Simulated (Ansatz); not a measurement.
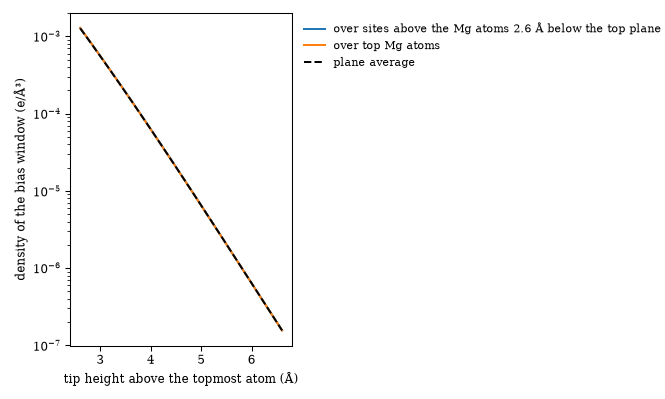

Approach curves over Mg(001) (P6_3/mmc bulk, the cell from a database of computed structures, not from a measurement, 8 atomic planes (those closer than 0.6 Å count as one), 18 Å) at a sample bias of −1.00 V.

Model: Tersoff–Hamann, s-wave tip, no tip–sample forces. Bias windows are sharp sums over the levels of the k mesh.

These are results of DFT PBE, scalar-relativistic, plane waves, PAW in Ansatz 0.2.0, not measurements. Cutoff 420 eV, 18 × 18 k-points, Gaussian smearing 0.1 eV, dipole correction. The slab is a cut without reconstruction beyond its cell, at the source's lattice constants, with its lower half held fixed and the rest relaxed. This isn't the element's usual hcp form. No spin polarisation. The run couldn't confirm all of its levels under its output density.

The calculation's input:

```yaml
crystal:
  lattice:
    - [3.17682617, 0.0, 0.0]
    - [-1.58841308, 2.75121216, 0.0]
    - [0.0, 0.0, 36.0580086009]
  atoms:
    - { symbol: Mg, position: [0.3333333332, 0.6666666675, 0.2495978106] }
    - { symbol: Mg, position: [0.0, 0.0, 0.3211412904] }
    - { symbol: Mg, position: [0.6666666657, 0.3333333332, 0.3926847802] }
    - { symbol: Mg, position: [0.0, 0.0, 0.4642282601] }
    - { symbol: Mg, position: [0.3333333332, 0.6666666675, 0.5356534505] }
    - { symbol: Mg, position: [0.0, 0.0, 0.6075749467] }
    - { symbol: Mg, position: [0.6666666657, 0.3333333332, 0.6792787551] }
    - { symbol: Mg, position: [0.0, 0.0, 0.7521217067] }
basis:
  ecutwfc: 420.0
  fft_grid_basis: typed
kpoints:
  mp_grid: { grid: [18, 18, 1] }
hamiltonian:
  xc: pbe
  pseudopotentials: { kind: paw }
scf:
  occupations: { method: gaussian, width: 0.1 }
output:
  forces: true
  eigenvalues: true
  band_densities:
    - { e_range: [-2.0, -1.0] }
    - { e_range: [-1.0, -0.5] }
    - { e_range: [-0.5, -0.25] }
    - { e_range: [-0.25, 0.0] }
    - { e_range: [0.0, 0.25] }
    - { e_range: [0.25, 0.5] }
    - { e_range: [0.5, 1.0] }
    - { e_range: [1.0, 1.5] }
  band_residual_tolerance: 1.0e-05
  write_potential: true
  elf: true
  write_density: true
  volumetric_format: npy
efield:
  axis: 3
  dipole_correction: true
  ramp_width: 0.04
checkpoint:
  read: start.run
  write: ck
  compress: false
  write_wavefunctions: false
  write_every: 100000
```

Run with:

```sh
ansatz run input.yaml --threads 1 --pin off --max-ram 2211MiB --backend cpu --events-out ev --progress --plain --runs-dir out
```

This last single point, started from the relaxation's saved density, took 2.4 min on 1 thread of Arm Neoverse N1, with other jobs on the host, peak memory 0.67 GiB.

How fast does the current decay, and what apparent barrier height does that imply?

Answer. Near 4 Å the plane average falls as exp(−2.23 z/Å), a factor of 9.3 per ångström, which gives an apparent barrier of 4.7 eV (0.952 eV Å² times the slope squared). The vacuum level lies 3.66 eV above zero bias. The apparent barrier is above 3.66 eV. At 4 Å the 0.25 eV of states nearest the highest filled state carry 24 % of the density, so deeper states, or ones away from the zone centre, set the barrier.
